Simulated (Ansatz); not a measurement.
# Run report: FeNi₃, geometry relaxation (part 2 of 2)

Continued. System: FeNi₃ (4 atoms in the cell). Method: DFT PBE, scalar-relativistic, plane waves, PAW, spin-polarised (Ansatz 0.2.0); cutoff 420 eV, 12×12×12 k-mesh, Gaussian smearing of 0.1 eV, collinear spins. The structure derives from an entry of the Crystallography Open Database.

Geometry of the input (Å; fractional positions):
```
3.5450  0.0000  0.0000
0.0000  3.5450  0.0000
0.0000  0.0000  3.5450
Fe 0.0000  0.0000  0.0000
Ni 0.0000  0.5000  0.5000
Ni 0.5000  0.0000  0.5000
Ni 0.5000  0.5000  0.0000
```

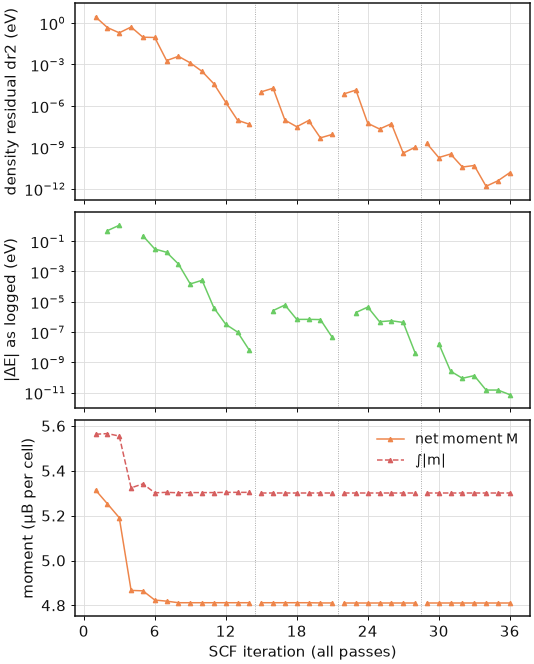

Figure 1. Convergence of the self-consistent field: density residual dr2, size of the energy change and magnetic moment against the SCF iteration. The dotted lines part the SCF passes of the relaxation: geometry steps, rejected trials and re-solves on a re-selected basis. The passes take 14, 7, 7 and 8 iterations. The net moment goes from 5.3 to 4.8 μB per cell.

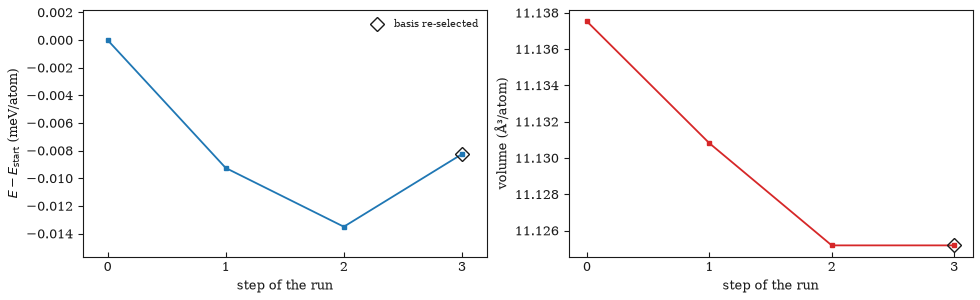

Figure 2. Progress of the relaxation, step by step (the first geometry is step 0 here and step 1 in the log). The energy falls by next to nothing (0.0 meV per atom) in 2 geometry steps. All forces vanish by symmetry, so only the cell relaxes. Pressure: −0.22 GPa at the start and 0.00 GPa at the end. The atoms keep their places relative to the cell (all moves are under 0.005 Å). Cell: a = b = c 3.545 → 3.544 Å (0.0 %). Volume −0.1 %. The space group stays Pm-3m (No. 221). A last SCF at the same geometry on a re-selected plane-wave basis shifts the energy by +0.0 meV per atom.

```
basis re-selected at this cell: Δ(F+E_penalty+E_count) = +2.069e-5 eV, ΔP = +0.001 GPa vs the last step (what re-selecting the basis moved, of the pressure what is left beyond the Pulay correction that the steps carried, after the strain that the cell walked since its last selection, with what the two solves' SCF thresholds leave and, on support functions, any second-order correction that the steps lacked; it is no measure of the basis error at this ecutwfc). This SCF's stress stands 8.21e-4 GPa from its target on what of the cell is left free (relax.cell.stress_tol is 5.00e-2 GPa) and its largest allowed force component is 6.10e-29 eV/Å (relax.f_tol is 5.00e-3 eV/Å): within both
SCF converged after 8 iterations
Magnetization: 4.8109 μB (37.4054 up, 32.5946 down)
Absolute magnetization: 5.3045 μB (∫|ρ↑−ρ↓|, with the PAW one-centre terms)
Spin contamination: 0.1025 ħ² per cell (⟨S²⟩ above its minimum at these occupations)
Per-site moments (μB) at R_I (Å): [(2.911558652389017, 1.033628886929636), (0.683883849929224, 1.033628886929636), (0.683883849929224, 1.033628886929636), (0.6838838499292239, 1.033628886929636)]
Free energy (F): -22000.016246 eV
Harris-Foulkes:  -22000.016246 eV  (|F-HF|=1.46e-11)
Internal energy: -22000.001603 eV  (E = F + TS)
E sigma→0 (E₀):  -22000.008925 eV
Entropy (-TS):   -0.014643 eV (-3.661 meV/atom)
Fermi energy:    18.299273 eV
--- Per-component energies (eV) ---
  E_band       = -1080.695947
  E_kinetic    = 1194.208291
  E_local      = -12488.445528  (includes V_loc(G=0)·N_el)
  E_nonlocal   = 2126.095559
  E_hartree    = 5220.516499
  E_xc         = -371.928178
  E_vxc        = -479.355217  (∫ρ·V_xc dr)
  E_paw        = -6255.581068  (= ΣΔE_a)
  E_vpaw       = -1874.233555  (= ΣTr[D̂ρ^β])
  E_aug_tail   = 0.001702  (compensation charges beyond the density's cutoff)
  E_ewald      = -11424.868882
  E_smearing   = -0.014643  (= −TS)
  E_closure    = 0.000000  (closes the sum)
  Σ components = -22000.016246   (vs F -22000.016246, Δ=0.00e0)
--- Forces (eV/Å), atoms counted from 1 ---
  atom   1  Fe     0.00000000     0.00000000     0.00000000
  atom   2  Ni    -0.00000000    -0.00000000     0.00000000
  atom   3  Ni     0.00000000    -0.00000000     0.00000000
  atom   4  Ni    -0.00000000    -0.00000000     0.00000000
  max |Σ_I F_I| component: 1.60e-28 eV/Å
--- Stress (GPa, compression-positive) ---
        0.000821      -0.000000       0.000000
       -0.000000       0.000821      -0.000000
        0.000000      -0.000000       0.000821
  P = ⅓ Tr σ = 0.0008 GPa (0.008 kbar)
--- Band table (eV; the first three rows and the last of 168) ---
  k-point 0 ↑: bands = ["-85.4828", "-85.4525", "-85.4525", "-70.8811", "-45.9151", "-45.9151", "-45.9151", "-45.8473", "-45.8473", "-45.8473", "-45.7715", "-45.7715", "-45.7715", "-36.9087", "-36.9087", "-36.9087", "9.1047", "12.9511", "12.9511", "13.6129", "13.6972", "13.6972", "13.6972", "15.5713", "15.5713", "15.5713", "16.6100", "16.6100", "17.4456", "17.4456", "17.4759", "17.5794", "17.5794", "17.5794", "17.6502", "17.6502", "17.6502", "20.4430", "20.4430", "20.4430", "27.0748", "27.0748", "27.4733", "32.3499", "32.3499", "32.3499"]
  k-point 1 ↑: bands = ["-85.4823", "-85.4530", "-85.4525", "-70.8811", "-45.9138", "-45.9138", "-45.9130", "-45.8476", "-45.8476", "-45.8474", "-45.7738", "-45.7725", "-45.7725", "-36.9091", "-36.9088", "-36.9088", "9.1949", "12.9801", "12.9940", "13.6459", "13.7245", "13.7283", "13.7283", "15.5387", "15.5957", "15.5957", "16.5759", "16.6203", "17.3930", "17.3930", "17.4048", "17.4223", "17.4514", "17.5775", "17.5775", "17.5794", "17.6503", "19.9704", "20.7313", "20.7313", "27.0964", "27.2968", "27.8924", "32.0155", "32.0155", "32.0397"]
  k-point 2 ↑: bands = ["-85.4810", "-85.4543", "-85.4525", "-70.8811", "-45.9100", "-45.9100", "-45.9069", "-45.8487", "-45.8487", "-45.8476", "-45.7803", "-45.7751", "-45.7751", "-36.9101", "-36.9089", "-36.9089", "9.4626", "13.0475", "13.1161", "13.7440", "13.8048", "13.8219", "13.8219", "15.4439", "15.6667", "15.6667", "16.4761", "16.6497", "16.9246", "16.9246", "17.2860", "17.3247", "17.4121", "17.4402", "17.4402", "17.5794", "17.6505", "18.9169", "21.4325", "21.4325", "27.1640", "27.4018", "29.3575", "30.9425", "30.9425", "31.2988"]
  k-point 83 ↓: bands = ["-84.5708", "-84.5708", "-84.5708", "-67.5073", "-45.0794", "-45.0497", "-45.0497", "-45.0497", "-44.9286", "-44.9286", "-44.9286", "-44.9006", "-44.9006", "-33.6163", "-33.6163", "-33.6163", "13.7924", "13.7924", "13.7924", "13.9131", "16.4222", "16.4222", "16.4222", "16.5916", "16.5916", "16.5916", "16.8822", "16.8822", "17.6953", "17.7293", "17.7293", "17.7293", "18.3666", "18.3666", "18.3666", "19.1009", "19.1009", "19.1009", "19.4432", "19.4432", "24.5023", "24.5023", "24.5023", "24.9744", "39.3325", "39.3325"]
--- Relaxed structure (3 steps of the walk, 3 accepted, 1 SCFs on fresh bases) ---
  F+E_penalty+E_count = -22000.01624599 eV   max|allowed force component| = 6.101e-29 eV/Å   (the final SCF, on the basis selected at the relaxed cell)
  cell:  # Å, volume = 44.5007 Å³
    - [3.54368967359151, -4.012354050806741e-36, 4.012354050806741e-36]
    - [-4.012354050806741e-36, 3.54368967359151, 0.0]
    - [4.012354050806741e-36, 0.0, 3.54368967359151]
  atoms:
    - { symbol: Fe, position: [-4.421229284599784e-39, -8.289805012947616e-39, -1.6579610066878126e-39] }
    - { symbol: Ni, position: [1.32636880246794e-38, 0.49999999999999994, 0.49999999999999994] }
    - { symbol: Ni, position: [0.49999999999999994, -3.868575661436887e-39, 0.49999999999999994] }
    - { symbol: Ni, position: [0.49999999999999994, 0.49999999999999994, 4.9738830159457913e-39] }
--- Löwdin populations: 4 sites ---
  site symbol       q [e]    m [muB]
     0     Fe     15.6983     2.9505
     1     Ni     17.7971     0.6770
     2     Ni     17.7971     0.6770
     3     Ni     17.7971     0.6770
  spilling = 0.013006 (of n_electrons = 70.000000)
```

File populations.tsv
```
# site	symbol	l	j	q_up	q_dn
# orbitals = lowdin
# n_electrons = 70.000000
# spilling = 0.013006
0	Fe	0_3S	-	0.994087	0.994727
0	Fe	0_4S	-	0.489299	0.495113
0	Fe	1_3P	-	2.998747	2.998527
0	Fe	2_3D	-	4.842276	1.885504
1	Ni	0_3S	-	0.997901	0.997918
1	Ni	0_4S	-	0.469506	0.490388
1	Ni	1_3P	-	2.999126	2.998980
1	Ni	2_3D	-	4.770495	4.072789
2	Ni	0_3S	-	0.997901	0.997918
2	Ni	0_4S	-	0.469506	0.490388
2	Ni	1_3P	-	2.999126	2.998980
2	Ni	2_3D	-	4.770495	4.072789
3	Ni	0_3S	-	0.997901	0.997918
3	Ni	0_4S	-	0.469506	0.490388
3	Ni	1_3P	-	2.999126	2.998980
3	Ni	2_3D	-	4.770495	4.072789
```

Trajectory as extended XYZ (Å, eV, eV/Å), 4 frames, from step=1 to step=4
```
4
Lattice="3.5450 0.0000 0.0000 0.0000 3.5450 0.0000 0.0000 0.0000 3.5450" Properties=species:S:1:pos:R:3:forces:R:3 step=1 energy=-22000.01621 pressure_GPa=-0.22
Fe    0.0000    0.0000    0.0000    0.0000   0.0000   0.0000
Ni    0.0000    1.7725    1.7725    0.0000   0.0000   0.0000
Ni    1.7725    0.0000    1.7725    0.0000   0.0000   0.0000
Ni    1.7725    1.7725    0.0000    0.0000   0.0000   0.0000
4
Lattice="3.5443 0.0000 0.0000 0.0000 3.5443 0.0000 0.0000 0.0000 3.5443" Properties=species:S:1:pos:R:3:forces:R:3 step=2 energy=-22000.01625 pressure_GPa=-0.10
Fe    0.0000    0.0000    0.0000    0.0000   0.0000   0.0000
Ni    0.0000    1.7721    1.7721    0.0000   0.0000   0.0000
Ni    1.7721    0.0000    1.7721    0.0000   0.0000   0.0000
Ni    1.7721    1.7721    0.0000    0.0000   0.0000   0.0000
4
Lattice="3.5437 0.0000 0.0000 0.0000 3.5437 0.0000 0.0000 0.0000 3.5437" Properties=species:S:1:pos:R:3:forces:R:3 step=3 energy=-22000.01627 pressure_GPa=0.00
Fe    0.0000    0.0000    0.0000    0.0000   0.0000   0.0000
Ni    0.0000    1.7718    1.7718    0.0000   0.0000   0.0000
Ni    1.7718    0.0000    1.7718    0.0000   0.0000   0.0000
Ni    1.7718    1.7718    0.0000    0.0000   0.0000   0.0000
4
Lattice="3.5437 0.0000 0.0000 0.0000 3.5437 0.0000 0.0000 0.0000 3.5437" Properties=species:S:1:pos:R:3:forces:R:3 step=4 energy=-22000.01625 pressure_GPa=0.00
Fe    0.0000    0.0000    0.0000    0.0000   0.0000   0.0000
Ni    0.0000    1.7718    1.7718    0.0000   0.0000   0.0000
Ni    1.7718    0.0000    1.7718    0.0000   0.0000   0.0000
Ni    1.7718    1.7718    0.0000    0.0000   0.0000   0.0000
```

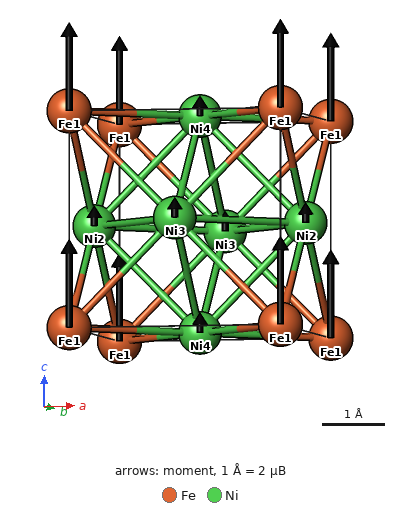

Figure 3. Magnetic moments of the sites as black arrows (ball-and-stick view of the cell of the calculation, seen at an oblique angle; atoms are numbered from 1 in the order of the input); small moments hardly show. The run is collinear, so the axis drawn is arbitrary. Site moments: Fe1 (2.91 μB); all 3 Ni atoms (0.68 μB). They are counted near the atoms and needn't add up to the moment of the cell.

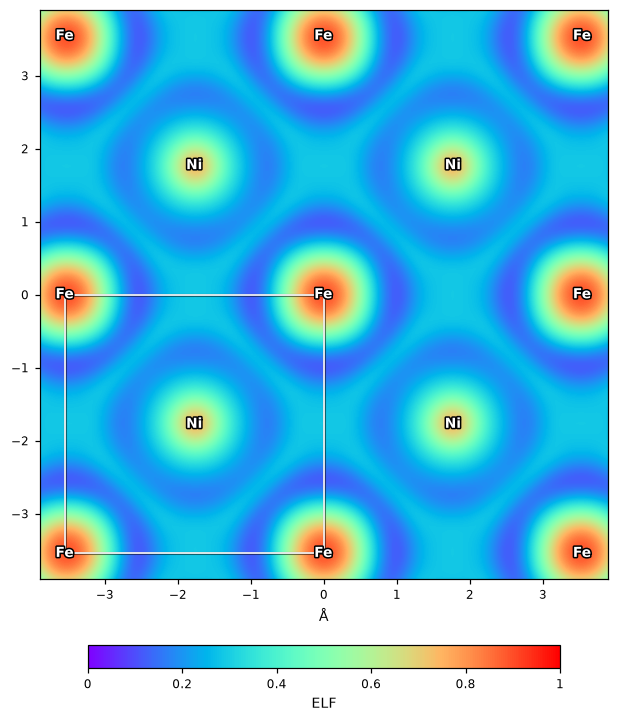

Figure 4. ELF on the (001) plane of the conventional cell. The section cuts through Fe and Ni sites. Fe–Ni (2.51 Å): the ELF is about 0.25 at the midpoint; no shared electron pair. The strong features right at Fe and Ni lie inside the PAW spheres (semicore, d or f shells) and say nothing about bonding. In a PAW calculation such maps are meaningful between the atoms, not at the nuclei.

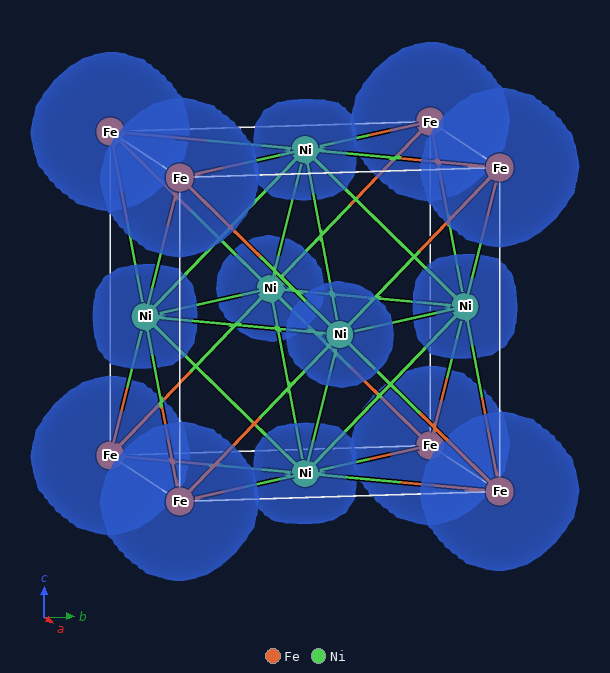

Figure 5. Isosurface of the spin density (up minus down) at +0.2 e/Å³ (blue), seen slightly off an axis. Sticks mark near contacts. The outline is the cell set on symmetry axes. The cell of the calculation (4 atoms) carries 4.8 μB net.

Results in brief

- outcome: converged
- space group (tolerance 0.01 Å): Pm-3m (221)
- electrons treated: 70
- free energy: −22000.0162 eV
- Fermi energy: 18.299 eV
- gap on the k-point mesh: none (metallic)
- net moment of the cell: 4.81 μB
- integrated absolute moment: 5.30 μB
- pressure: 0.00 GPa
- final volume: 44.50 Å³
- largest force (length of the vector) at the end: under 0.001 eV/Å
- final cell: a = 3.544 Å, b = 3.544 Å, c = 3.544 Å, α = 90.00°, β = 90.00°, γ = 90.00°
- wall time: 63 s
- peak memory: 0.67 GiB
